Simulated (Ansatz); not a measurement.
**PtSe2: geometry relaxation (part 2 of 2)**

PtSe2 (slab, 3 atoms in the cell); DFT PBE+D3(BJ), scalar-relativistic, plane waves, PAW, no spin polarisation (Ansatz 0.2.0); cutoff 420 eV, 9×9×1 k-mesh, Gaussian smearing of 0.02 eV. The structure derives from an entry of the Crystallography Open Database.

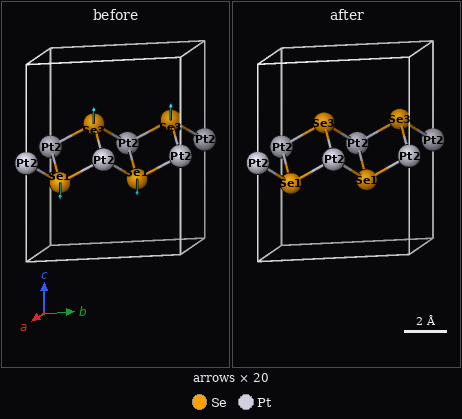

Fig. 1: Before (left) and after (right) the relaxation, at one scale (ball-and-stick view of the 1 × 2 repeat of the cell, with the vacuum cut short, seen slightly off an axis). The teal arrows give the displacements (without the part carried along by the change of the cell), magnified 20 times. The largest moves relative to the cell, 0.044 Å, are those of Se1 and Se3. Pt stays in place. In the plane the drawn cell goes a 3.771 → 3.707 Å (−1.7 %), b 7.543 → 7.414 Å (−1.7 %). Distances before and after: Pt2–Se3 2.526 → 2.517 Å. The energy falls by 7.3 meV per atom in 3 geometry steps. Largest force component: 0.097 eV/Å at the start, 0.00074 eV/Å at the end. A last SCF at the same geometry on a re-selected plane-wave basis shifts the energy by +0.1 meV per atom. (Atoms are counted from 1 in the order of the input.)

```
basis re-selected at this cell: Δ(F+E_penalty+E_count) = +4.400e-4 eV, ΔP = +0.001 N/m vs the last step (what re-selecting the basis moved, of the pressure what is left beyond the Pulay correction that the steps carried, after the strain that the cell walked since its last selection, with what the two solves' SCF thresholds leave and, on support functions, any second-order correction that the steps lacked; it is no measure of the basis error at this ecutwfc). The dense FFT grid was sized anew with the basis: this SCF ran on 25×25×216 points, the steps before it on 27×27×216, so part of this shift can come from that change (see relax.cell in the input reference). This SCF's stress stands 3.77e-3 N/m from its target on what of the cell is left free (relax.cell.stress_2d_tol is 2.00e-2 N/m) and its largest allowed force component is 7.41e-4 eV/Å (relax.f_tol is 5.00e-3 eV/Å): within both
SCF converged after 7 iterations
Free energy (F): -23463.246135 eV
Harris-Foulkes:  -23463.246135 eV  (|F-HF|=5.46e-11)
Internal energy: -23463.246135 eV  (E = F + TS)
E sigma→0 (E₀):  -23463.246135 eV
Fermi energy:    -4.971557 eV
--- Per-component energies (eV) ---
  E_band       = -1846.807757
  E_kinetic    = 873.331698
  E_local      = -129193.899576  (includes V_loc(G=0)·N_el)
  E_nonlocal   = -990.960494
  E_hartree    = 63908.157041
  E_xc         = -469.804517
  E_vxc        = -498.644960  (∫ρ·V_xc dr)
  E_paw        = -13277.690804  (= ΣΔE_a)
  E_vpaw       = 147.052341  (= ΣTr[D̂ρ^β])
  E_aug_tail   = -0.000978  (compensation charges beyond the density's cutoff)
  E_ewald      = 55688.517150
  E_disp       = -0.895656  (pairwise vdW)
  E_smearing   = -0.000000  (= −TS)
  E_closure    = -0.000000  (closes the sum)
  Σ components = -23463.246135   (vs F -23463.246135, Δ=0.00e0)
--- Forces (eV/Å), atoms counted from 1 ---
  atom   1  Se     0.00000000     0.00000000     0.00074079
  atom   2  Pt     0.00000000     0.00000000     0.00000000
  atom   3  Se     0.00000000    -0.00000000    -0.00074079
  max |Σ_I F_I| component: 4.63e-18 eV/Å
--- 2D stress c σ (N/m, compression-positive) ---
       -0.003767      -0.000000      -0.000000
       -0.000000      -0.003767       0.000000
       -0.000000       0.000000      -0.000000
  P = ½ c Tr σ = -0.0038 N/m
--- Band table (eV; the first three rows and the last of 12) ---
  k-point 0: bands = ["-104.1168", "-58.3388", "-58.3388", "-58.2916", "-53.0270", "-53.0270", "-53.0253", "-53.0253", "-52.9942", "-52.9942", "-52.9914", "-52.9914", "-52.9802", "-52.9798", "-19.6966", "-17.9321", "-10.8077", "-10.7424", "-10.7424", "-8.5276", "-8.5276", "-6.9558", "-6.3265", "-5.6525", "-5.6525", "-2.6884", "-2.6884", "-1.1462 (-1.1463°)", "-0.4448", "-0.0663"]
  k-point 1: bands = ["-104.1168", "-58.3400", "-58.3392", "-58.2915", "-53.0268", "-53.0268", "-53.0255", "-53.0253", "-52.9940", "-52.9939", "-52.9917", "-52.9914", "-52.9801", "-52.9797", "-19.5637", "-17.9385", "-10.7719", "-10.6713", "-10.6644", "-8.7236", "-8.6183", "-7.3470", "-6.1080", "-5.7515", "-5.6559", "-3.4745", "-2.8731", "-0.7215 (-0.7216°)", "-0.2436", "0.4633"]
  k-point 2: bands = ["-104.1167", "-58.3432", "-58.3400", "-58.2913", "-53.0266", "-53.0264", "-53.0260", "-53.0253", "-52.9937", "-52.9933", "-52.9924", "-52.9916", "-52.9800", "-52.9797", "-19.1964", "-17.9582", "-10.7873", "-10.4836", "-10.3324", "-9.4206", "-8.7401", "-7.8430", "-6.0819", "-5.9024", "-5.8790", "-4.2903", "-3.0898", "-0.0178 (-0.0181°)", "0.1402", "0.4300"]
  k-point 11: bands = ["-104.1166", "-58.3464", "-58.3464", "-58.2908", "-53.0265", "-53.0261", "-53.0261", "-53.0250", "-52.9944", "-52.9925", "-52.9925", "-52.9917", "-52.9796", "-52.9796", "-18.0322", "-18.0322", "-10.9323", "-10.5594", "-10.5594", "-9.1281", "-9.1281", "-8.1852", "-7.9610", "-6.6339", "-6.6339", "-3.8762", "-3.8762", "0.3942", "2.4583", "2.4583"]
  ° read free of the cell's end (the report's vacuum.weakly_bound_levels)
--- Relaxed structure (4 steps of the walk, 4 accepted, 1 SCFs on fresh bases) ---
  F+E_penalty+E_count = -23463.24613539 eV   max|allowed force component| = 7.408e-4 eV/Å   (the final SCF, on the basis selected at the relaxed cell)
  cell:  # Å, volume = 370.3508 Å³
    - [3.7069017834248204, 0.0, -1.8538029454825363e-80]
    - [-1.8534508917124102, 3.210271113779736, 2.334169812390547e-80]
    - [-1.5297304790535668e-79, 1.3409038490838798e-79, 31.1215005317]
  atoms:
    - { symbol: Se, position: [0.6666666666666666, 0.3333333333333333, 0.4574342085981931] }
    - { symbol: Pt, position: [-4.9385268207526665e-36, 6.347020244596602e-36, 0.5] }
    - { symbol: Se, position: [0.3333333333333333, 0.6666666666666666, 0.5425657914018069] }
```

Trajectory as extended XYZ (Å, eV, eV/Å), 5 frames, from step=1 to step=5
```
3
Lattice="3.7715 0.0000 0.0000 -1.8857 3.2662 0.0000 0.0000 0.0000 31.1215" Properties=species:S:1:pos:R:3:forces:R:3 step=1 energy=-23463.22463
Se    1.8857    1.0887   14.2804    0.0000   0.0000  -0.0974
Pt    0.0000    0.0000   15.5608    0.0000   0.0000   0.0000
Se    0.0000    2.1775   16.8411    0.0000   0.0000   0.0974
3
Lattice="3.7095 0.0000 0.0000 -1.8547 3.2125 0.0000 0.0000 0.0000 31.1215" Properties=species:S:1:pos:R:3:forces:R:3 step=2 energy=-23463.24304
Se    1.8547    1.0708   14.2202    0.0000   0.0000   0.1998
Pt    0.0000    0.0000   15.5608    0.0000   0.0000   0.0000
Se    0.0000    2.1417   16.9013    0.0000   0.0000  -0.1998
3
Lattice="3.7033 0.0000 0.0000 -1.8517 3.2072 0.0000 0.0000 0.0000 31.1215" Properties=species:S:1:pos:R:3:forces:R:3 step=3 energy=-23463.24639
Se    1.8517    1.0691   14.2376    0.0000   0.0000  -0.0412
Pt    0.0000    0.0000   15.5608    0.0000   0.0000   0.0000
Se    0.0000    2.1381   16.8839    0.0000   0.0000   0.0412
3
Lattice="3.7069 0.0000 0.0000 -1.8535 3.2103 0.0000 0.0000 0.0000 31.1215" Properties=species:S:1:pos:R:3:forces:R:3 step=4 energy=-23463.24658
Se    1.8535    1.0701   14.2360    0.0000   0.0000   0.0009
Pt    0.0000    0.0000   15.5608    0.0000   0.0000   0.0000
Se    0.0000    2.1402   16.8855    0.0000   0.0000  -0.0009
3
Lattice="3.7069 0.0000 0.0000 -1.8535 3.2103 0.0000 0.0000 0.0000 31.1215" Properties=species:S:1:pos:R:3:forces:R:3 step=5 energy=-23463.24614
Se    1.8535    1.0701   14.2360    0.0000   0.0000   0.0007
Pt    0.0000    0.0000   15.5608    0.0000   0.0000   0.0000
Se    0.0000    2.1402   16.8855    0.0000   0.0000  -0.0007
```

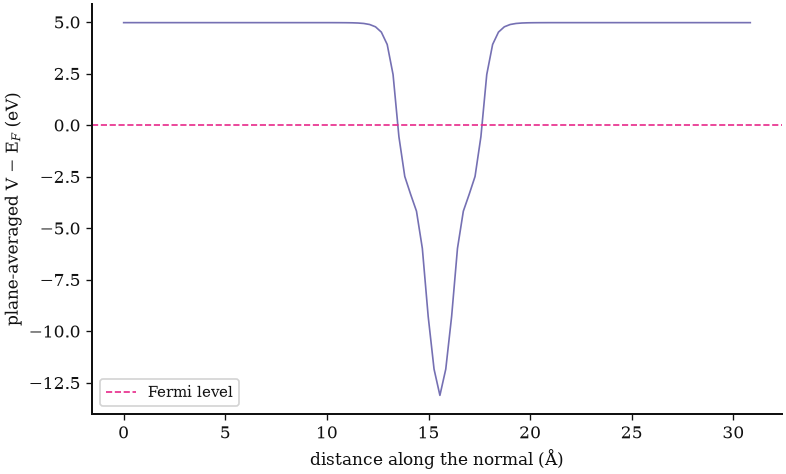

Fig. 2: Plane average of the electrostatic potential energy of an electron across the cell, from the Fermi level. The vacuum level lies 4.97 eV above the Fermi level.

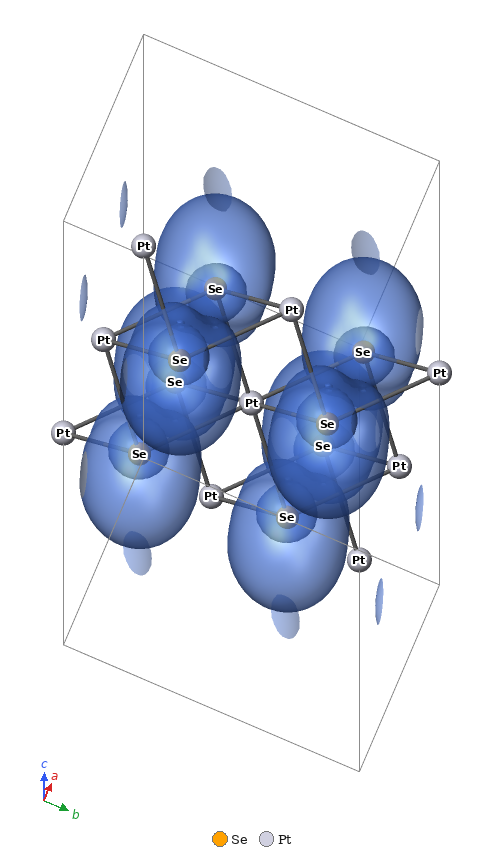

Fig. 3: Isosurface of the electron localisation function at 0.65 (blue), seen at an oblique angle. Only the valence region is drawn (cores and ρ < 0.01 e/Å³ removed). Sticks mark near contacts. Counts are for one cell; the picture repeats the cell along the surface. Along the contacts the grid gives the following. Pt–Se (2.52 Å): the ELF is about 0.50 at the midpoint. The fields are those of the smooth PAW valence density.

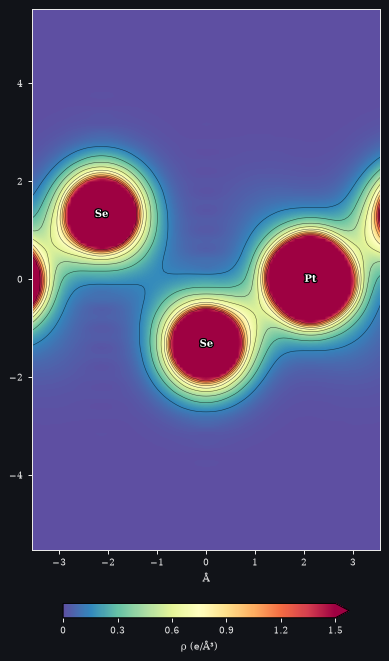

Fig. 4: Valence charge density (pseudo) on the (110) plane of the calculation cell, a cut from vacuum to vacuum. The section cuts through Se and Pt sites. Pt–Se (2.52 Å): ρ is about 0.58 e/Å³ halfway. The density dies away to nearly zero in the vacuum.

The run was set up as follows.

Input file
```yaml
crystal:
  lattice:
    - [3.7714571386, 0.0, 0.0]
    - [-1.8857285693, 3.2661776913, 0.0]
    - [0.0, 0.0, 31.1215005317]
  atoms:
    - { symbol: Se, position: [0.6666666667, 0.3333333333, 0.4588588239] }
    - { symbol: Pt, position: [0.0, 0.0, 0.5] }
    - { symbol: Se, position: [0.3333333333, 0.6666666667, 0.5411411761] }
  periodic: [true, true, false]
basis:
  ecutwfc: 420
kpoints:
  mp_grid: { grid: [9, 9, 1] }
hamiltonian:
  xc: pbe
  dispersion: d3bj
scf:
  occupations: { method: gaussian, width: 0.02 }
output:
  forces: true
  stress: true
  eigenvalues: true
  write_density: true
  write_potential: true
  elf: true
  volumetric_format: npy
relax:
  adjacent_minimum: "off"
  f_tol: 0.005
  max_steps: 80
  cell: { stress_2d_tol: 0.02 }
```

Command:
```bash
ansatz run input.yaml --threads 4 --pin off --max-ram 10240MiB --backend cpu --events-out ev --progress --plain --runs-dir out
```

Summary

```csv
quantity,value
outcome,converged
electrons treated,50
free energy,−23463.2461 eV
"work function, top face",4.97 eV
"work function, bottom face",4.97 eV
Fermi energy,−4.972 eV
gap on the k-point mesh,1.36 eV
final volume,370.35 Å³
work function (upper face),4.97 eV
largest force (length of the vector) at the end,0.001 eV/Å
hardware,"4 threads of Arm Neoverse V2, 24 GiB of memory available, shared host"
wall time,12 s (CPU time 44 s)
peak memory,0.75 GiB
```

Spin–orbit coupling is left out, which matters for Pt.
